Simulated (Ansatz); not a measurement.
**SnO: single-point calculation (part 2 of 2)**

The same run, continued: SnO (P4/nmm, 32 atoms in the cell); DFT PBE+D3(BJ), scalar-relativistic, plane waves, PAW, PAW set soft_1, no spin polarisation (Ansatz 0.2.0); cutoff 420 eV, 4×4×4 k-mesh, Gaussian smearing of 0.1 eV. The structure derives from an entry of the Crystallography Open Database.

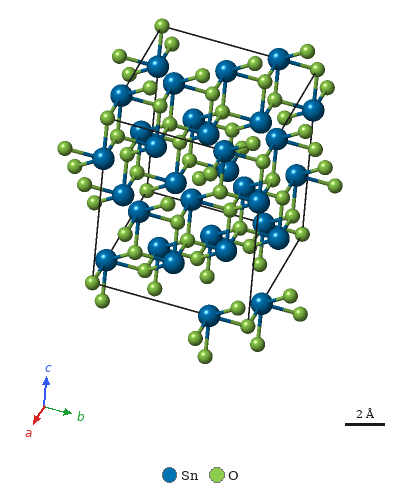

*The input geometry (ball-and-stick view of the cell of the calculation, seen at an oblique angle; bonded neighbours outside the cell are drawn too).*

**Output, continued**
```
  k-point 1: bands = ["-11.9418", "-11.9418", "-11.9363", "-11.9363", "-11.8747", "-11.8747", "-11.8747", "-11.8747", "-11.8682", "-11.8682", "-11.8682", "-11.8682", "-11.6773", "-11.6773", "-11.6525", "-11.6525", "-11.5738", "-11.5738", "-11.5703", "-11.5703", "-11.5646", "-11.5646", "-11.5646", "-11.5646", "-11.5640", "-11.5640", "-11.5553", "-11.5553", "-11.5553", "-11.5553", "-11.5532", "-11.5532", "-11.5505", "-11.5505", "-11.5456", "-11.5456", "-11.5437", "-11.5437", "-11.5424", "-11.5424",
      "-11.5424", "-11.5424", "-11.5413", "-11.5413", "-11.5314", "-11.5314", "-11.5314", "-11.5314", "-11.5083", "-11.5083", "-11.5052", "-11.5052", "-11.4935", "-11.4935", "-11.4928", "-11.4928", "-11.4837", "-11.4837", "-11.4837", "-11.4837", "-11.4712", "-11.4712", "-11.4700", "-11.4700", "-11.4700", "-11.4700", "-11.4694", "-11.4694", "-11.4688", "-11.4688", "-11.4613", "-11.4613", "-11.4613", "-11.4613", "-11.4603", "-11.4603", "-11.4587", "-11.4587", "-11.4587", "-11.4587",
      "-9.5791", "-9.5791", "-9.5486", "-9.5486", "-8.5304", "-8.5304", "-8.5304", "-8.5304", "-8.5014", "-8.5014", "-8.5014", "-8.5014", "-7.8189", "-7.8189", "-7.8128", "-7.8128", "1.3445", "1.3445", "1.7399", "1.7399", "1.7399", "1.7399", "1.8082", "1.8082", "1.8082", "1.8082", "2.0718", "2.0718", "3.3796", "3.3796", "3.8099", "3.8099", "4.2415", "4.2415", "4.2415", "4.2415", "4.2785", "4.2785", "4.3342", "4.3342",
      "4.3556", "4.3556", "4.4888", "4.4888", "4.7820", "4.7820", "4.7820", "4.7820", "5.9983", "5.9983", "6.0220", "6.0220", "6.3948", "6.3948", "6.3972", "6.3972", "6.5904", "6.5904", "6.5904", "6.5904", "6.6007", "6.6007", "6.7507", "6.7507", "6.7507", "6.7507", "7.5071", "7.5071", "7.6420", "7.6420", "7.6420", "7.6420", "7.8326", "7.8326", "7.8326", "7.8326", "8.8472", "8.8472", "9.3884", "9.3884",
      "11.5143", "11.5143", "11.8439", "11.8439", "11.8439", "11.8439", "12.4221", "12.4221", "12.4221", "12.4221", "12.5464", "12.5464", "12.9315", "12.9315", "13.3007", "13.3007", "13.5634", "13.5634", "14.0731", "14.0731", "14.0731", "14.0731", "14.4926", "14.4926", "14.7458", "14.7458", "14.7458", "14.7458", "15.1022", "15.1022", "15.7553", "15.7553"]
  k-point 2: bands = ["-11.9749", "-11.9202", "-11.9202", "-11.9202", "-11.9202", "-11.9101", "-11.9101", "-11.8436", "-11.8436", "-11.8436", "-11.8436", "-11.7487", "-11.7487", "-11.7487", "-11.7487", "-11.5792", "-11.5768", "-11.5768", "-11.5676", "-11.5676", "-11.5676", "-11.5676", "-11.5638", "-11.5638", "-11.5638", "-11.5638", "-11.5617", "-11.5617", "-11.5546", "-11.5546", "-11.5546", "-11.5546", "-11.5444", "-11.5439", "-11.5439", "-11.5439", "-11.5439", "-11.5429", "-11.5429", "-11.5429",
      "-11.5429", "-11.5334", "-11.5334", "-11.5334", "-11.5334", "-11.5292", "-11.5212", "-11.5212", "-11.4945", "-11.4945", "-11.4945", "-11.4945", "-11.4909", "-11.4884", "-11.4884", "-11.4884", "-11.4884", "-11.4847", "-11.4847", "-11.4847", "-11.4847", "-11.4804", "-11.4804", "-11.4804", "-11.4804", "-11.4786", "-11.4701", "-11.4701", "-11.4701", "-11.4701", "-11.4655", "-11.4655", "-11.4655", "-11.4655", "-11.4610", "-11.4610", "-11.4528", "-11.4528", "-11.4484", "-11.4484",
      "-10.0262", "-9.2084", "-9.2084", "-9.2084", "-9.2084", "-8.6438", "-8.6438", "-8.6438", "-8.6438", "-8.4120", "-8.4120", "-7.9670", "-7.9670", "-7.9670", "-7.9670", "-7.5196", "1.0767", "1.0767", "1.4296", "1.4296", "1.4296", "1.4296", "1.9743", "2.5642", "2.5642", "2.5642", "2.5642", "3.0431", "3.0431", "3.0431", "3.0431", "3.5101", "3.5101", "3.5101", "3.5101", "3.8894", "3.8894", "3.9289", "4.9385", "4.9385",
      "5.0341", "5.0341", "5.0341", "5.0341", "5.2795", "5.2795", "5.2795", "5.2795", "5.3500", "5.3500", "5.3500", "5.3500", "5.5696", "5.5696", "5.5696", "5.5696", "6.6038", "6.9064", "6.9064", "7.2906", "7.2906", "7.2906", "7.2906", "7.4473", "7.4473", "7.4473", "7.4473", "7.5050", "7.5050", "7.5050", "7.5050", "7.5577", "7.5577", "7.9338", "7.9338", "8.4082", "8.4082", "8.4082", "8.4082", "9.8451",
      "10.1971", "10.1971", "11.8596", "11.8596", "11.8596", "11.8596", "11.9446", "12.4277", "12.4277", "12.4277", "12.4277", "13.1594", "13.1594", "13.1594", "13.1594", "13.6929", "13.6929", "13.6929", "13.6929", "14.0181", "14.0181", "14.6426", "14.7174", "14.7174", "15.3637", "15.3637", "15.3637", "15.3637", "15.6649", "15.6649", "15.6649", "15.6649"]
  k-point 10: bands = ["-11.9540", "-11.9440", "-11.9222", "-11.9222", "-11.9185", "-11.8864", "-11.8864", "-11.8844", "-11.8734", "-11.8262", "-11.8262", "-11.8140", "-11.7493", "-11.7493", "-11.6571", "-11.5946", "-11.5842", "-11.5825", "-11.5825", "-11.5793", "-11.5793", "-11.5755", "-11.5755", "-11.5635", "-11.5597", "-11.5545", "-11.5543", "-11.5511", "-11.5511", "-11.5495", "-11.5491", "-11.5472", "-11.5472", "-11.5471", "-11.5470", "-11.5461", "-11.5454", "-11.5427", "-11.5401", "-11.5401",
      "-11.5386", "-11.5361", "-11.5361", "-11.5357", "-11.5357", "-11.5251", "-11.5228", "-11.5191", "-11.5127", "-11.5051", "-11.5010", "-11.5010", "-11.4994", "-11.4976", "-11.4963", "-11.4962", "-11.4943", "-11.4869", "-11.4869", "-11.4858", "-11.4802", "-11.4743", "-11.4706", "-11.4706", "-11.4686", "-11.4686", "-11.4654", "-11.4654", "-11.4639", "-11.4639", "-11.4609", "-11.4607", "-11.4593", "-11.4591", "-11.4591", "-11.4565", "-11.4547", "-11.4547", "-11.4516", "-11.4454",
      "-9.9264", "-9.5456", "-9.2055", "-9.2055", "-8.9469", "-8.8462", "-8.8462", "-8.4380", "-8.3780", "-8.3780", "-8.3399", "-8.1521", "-8.0374", "-8.0374", "-7.8101", "-7.5561", "0.8810", "1.2322", "1.3449", "1.4884", "1.8640", "1.8640", "2.0269", "2.0269", "2.0846", "2.1186", "2.6988", "2.6988", "2.8011", "2.8011", "3.0912", "3.9104", "4.0012", "4.1175", "4.1725", "4.1725", "4.2665", "4.2665", "4.2913", "4.4691",
      "4.5543", "4.7821", "4.8124", "4.8124", "5.2630", "5.2630", "5.3628", "5.3628", "5.4289", "5.6344", "5.6344", "5.8280", "5.8280", "5.8846", "5.9557", "5.9557", "5.9979", "6.0522", "6.0900", "6.3038", "6.3912", "6.9594", "7.1384", "7.1384", "7.1743", "7.2662", "7.3659", "7.3727", "7.3904", "7.5367", "7.6452", "7.8863", "8.1774", "8.1774", "8.3155", "8.3155", "8.8203", "8.9826", "8.9826", "9.6454",
      "11.1281", "11.9100", "12.0377", "12.0377", "12.1469", "12.2381", "12.2381", "12.3057", "12.3555", "12.4393", "12.5033", "12.7625", "13.0728", "13.0728", "13.2530", "13.2530", "13.5217", "13.7152", "13.8964", "14.2718", "14.2718", "14.2953", "14.3383", "14.3534", "14.3990", "14.4700", "14.4700", "14.7326", "14.7326", "14.9820", "15.5110", "15.5346"]
```

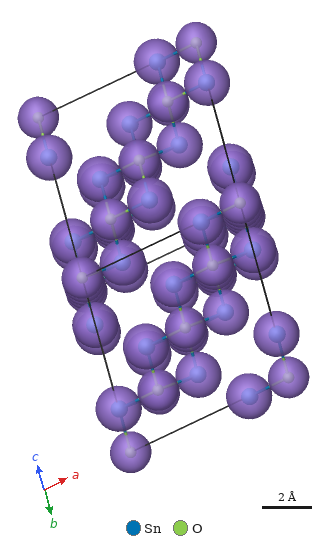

*Isosurface of the valence charge density (pseudo) at 0.6 e/Å³ (purple), seen at an oblique angle. Sticks mark near contacts. The outline is the calculation cell.*

At this value the density breaks into separate islands; it holds about 75 % of the electrons treated as valence (semicore included). It is pinched off along the Sn–O (2.24 Å) contacts. On the grid the lowest density along these lines, outside the cores, is 0.46 e/Å³ (Sn–O, 2.24 Å). Core electrons are frozen (PAW), so the fields are smoothed inside the atomic spheres.

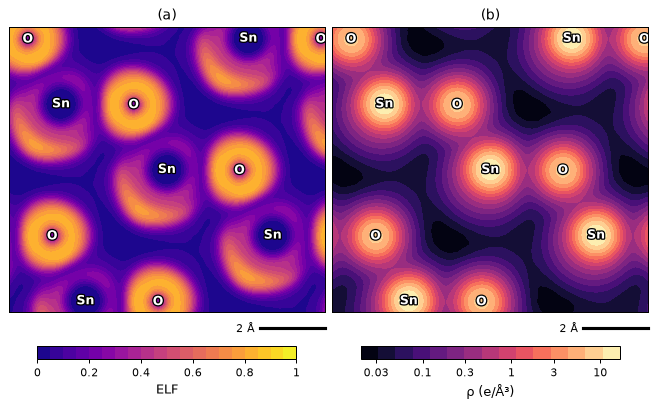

*(a) ELF; (b) valence pseudo-density on the (001) plane of the calculation cell.*

The plane passes through Sn and O nuclei. Sn–O (2.24 Å): the density is about 0.45 e/Å³ at the midpoint; the ELF is about 0.20 at the midpoint. Away from the nuclei the density in this plane falls to 0.02 e/Å³ at its lowest.

**Summary**

- outcome: converged
- space group (tolerance 0.01 Å): P4/nmm (129)
- electrons treated: 320
- free energy: −105475.8454 eV
- Fermi energy: 10.043 eV
- gap on the k-point mesh: 0.17 eV
- pressure: −0.01 GPa
- largest force (length of the vector): 0.008 eV/Å
- wall time: 8.9 s (CPU time 64 s)
- peak memory: 4 GiB
